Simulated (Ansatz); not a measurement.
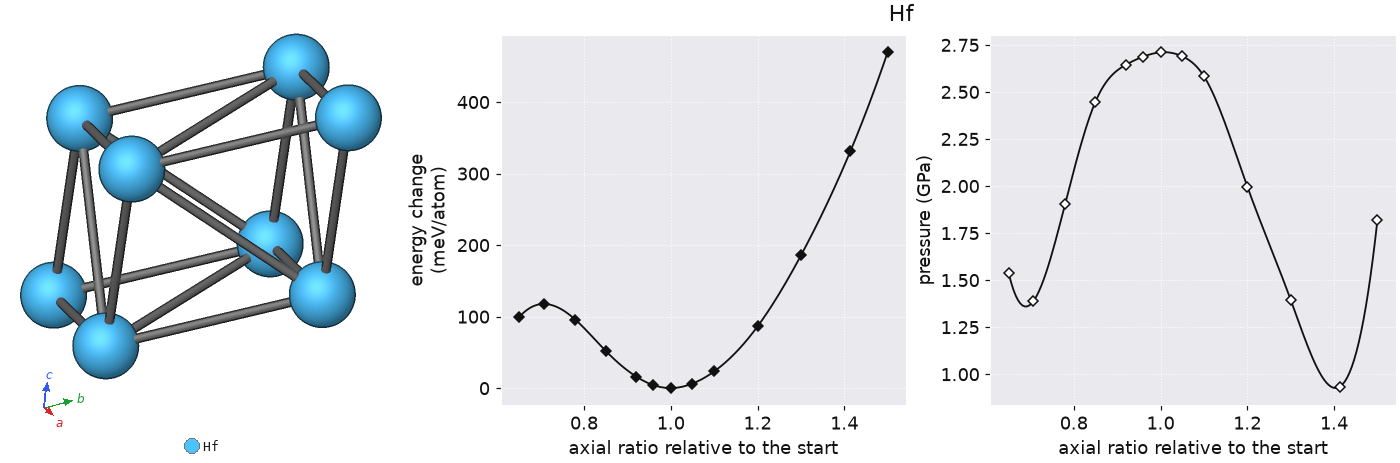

Plotted: energy change and pressure against relative axial ratio for Hf, space group Fm-3m (No. 225). The cell is drawn beside the plot.

Starting cell:
```xyz
1
Lattice="0.0000 2.2200 2.2200 2.2200 0.0000 2.2200 2.2200 2.2200 0.0000" Properties=species:S:1:pos:R:3 pbc="T T T"
Hf    0.0000    0.0000    0.0000
```

Method: deformation of a crystal at fixed volume, lengths along the axis scaled against those across it, fractional coordinates fixed, by plane-wave density functional theory with PAW datasets, free energies less that of the undisturbed cell, pressure positive in compression; scalar-relativistic (Ansatz 0.2.0). Level: r2SCAN, no spin polarisation.

wave cutoff 500 eV; k mesh 20×20×20; occupations Gaussian; smearing width 0.15 eV; k shift (0, 0, 0) (mesh steps); start as given; path tetragonal; axis direction (0, 0, 1) (Cartesian unit vector).

> Where does the curve of the energy change have its lowest point?

The lowest computed point is at relative axial ratio 1.000 (0 meV/atom); the curve passes over a maximum at 0.707 (118 meV/atom) and turns down again towards the edge of the range.

> What does the pressure do across the range?

It goes from 1.535 GPa at relative axial ratio 0.650 to 1.819 GPa at 1.500, not monotonically, with a high of 2.710 GPa at 1.000 and a low of 0.934 GPa at 1.414.

Caveats: reference crystal is not relaxed.

The computed values:

| axial ratio relative to the start | energy change (meV/atom) | pressure (GPa) |
| --- | --- | --- |
| 0.650 | 99 | 1.535 |
| 0.707 | 118 | 1.388 |
| 0.780 | 96 | 1.904 |
| 0.850 | 52 | 2.448 |
| 0.920 | 16 | 2.644 |
| 0.960 | 4 | 2.687 |
| 1.000 | 0 | 2.710 |
| 1.050 | 6 | 2.689 |
| 1.100 | 23 | 2.583 |
| 1.200 | 86 | 1.997 |
| 1.300 | 185 | 1.395 |
| 1.414 | 331 | 0.934 |
| 1.500 | 470 | 1.819 |
